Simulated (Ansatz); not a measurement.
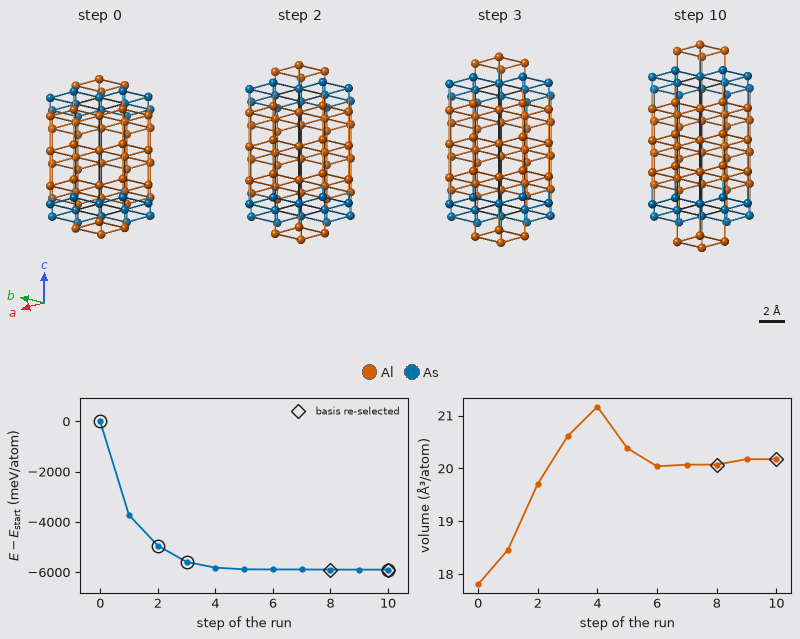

Frames of a relaxation of crystalline Al3As (a generated structure, set up in P4/mmm) (coarse preliminary run), marked on the history of the run. The picture is a ball-and-stick view of the cell of the calculation, seen from a free direction.

All numbers below come from DFT PBE, scalar-relativistic, plane waves, PAW in Ansatz 0.2.0. Settings: plane-wave cutoff 420 eV; k-point mesh 6 × 6 × 2; occupations gaussian; smearing width 0.1 eV; no spin polarisation; cell and atoms relaxed; force threshold 0.04 eV/Å; at most 70 steps.

Describe the path.

After 8 accepted moves (10 points after the start) the energy has fallen by 5894 meV per atom. Largest force component: 45 eV/Å at the start, 0.0083 eV/Å at the end. The pressure goes from 106.55 to 0.08 GPa. At 2 points the geometry stayed and the basis and grid were re-selected for the new cell (energy shift of 6.0 meV per atom at most each time). The largest moves relative to the cell, 0.84 Å, are those of Al atoms. As stays in place. The drawn cell changes as follows: a = b 2.822 → 2.744 Å (−2.7 %), c 8.943 → 10.715 Å (+19.8 %); the volume changes by +13.3 %. Some distances before and after: Al–As 1.538 → 2.684 Å, Al–Al 2.933 → 2.674 Å, As–As 2.822 → 2.744 Å, Al–Al 2.822 → 2.744 Å. The space group stays P4/mmm (No. 123). From step 0 to 2: Al atoms move most (0.32 Å), volume +10.7 %, energy −4936 meV per atom. From step 2 to 3: Al atoms move most (0.16 Å), volume +4.6 %, energy −652 meV per atom. From step 3 to 10: Al atoms move most (0.32 Å), volume −2.1 %, energy −306 meV per atom.

```json
{"step": "0", "E − E(0), meV/atom": "0.00", "largest force component, eV/Å": "45.1760", "pressure, GPa": "106.55", "volume, Å³/atom": "17.805", "note": ""}
{"step": "1", "E − E(0), meV/atom": "-3721.45", "largest force component, eV/Å": "18.1875", "pressure, GPa": "47.96", "volume, Å³/atom": "18.459", "note": ""}
{"step": "2", "E − E(0), meV/atom": "-4936.41", "largest force component, eV/Å": "8.8615", "pressure, GPa": "21.59", "volume, Å³/atom": "19.708", "note": ""}
{"step": "3", "E − E(0), meV/atom": "-5588.66", "largest force component, eV/Å": "3.0849", "pressure, GPa": "6.00", "volume, Å³/atom": "20.608", "note": ""}
{"step": "4", "E − E(0), meV/atom": "-5815.47", "largest force component, eV/Å": "1.0721", "pressure, GPa": "-1.23", "volume, Å³/atom": "21.170", "note": ""}
{"step": "5", "E − E(0), meV/atom": "-5882.35", "largest force component, eV/Å": "0.3484", "pressure, GPa": "-0.77", "volume, Å³/atom": "20.385", "note": ""}
{"step": "6", "E − E(0), meV/atom": "-5887.66", "largest force component, eV/Å": "0.0196", "pressure, GPa": "0.10", "volume, Å³/atom": "20.040", "note": ""}
{"step": "7", "E − E(0), meV/atom": "-5888.27", "largest force component, eV/Å": "0.0202", "pressure, GPa": "0.13", "volume, Å³/atom": "20.072", "note": ""}
{"step": "8", "E − E(0), meV/atom": "-5894.29", "largest force component, eV/Å": "0.0235", "pressure, GPa": "0.41", "volume, Å³/atom": "20.072", "note": "same geometry, new basis"}
{"step": "9", "E − E(0), meV/atom": "-5894.44", "largest force component, eV/Å": "0.0083", "pressure, GPa": "0.08", "volume, Å³/atom": "20.175", "note": ""}
{"step": "10", "E − E(0), meV/atom": "-5894.47", "largest force component, eV/Å": "0.0083", "pressure, GPa": "0.08", "volume, Å³/atom": "20.175", "note": "same geometry, new basis"}
```

Limits of the set-up: the k-point mesh is coarse for a cell with partly filled bands.
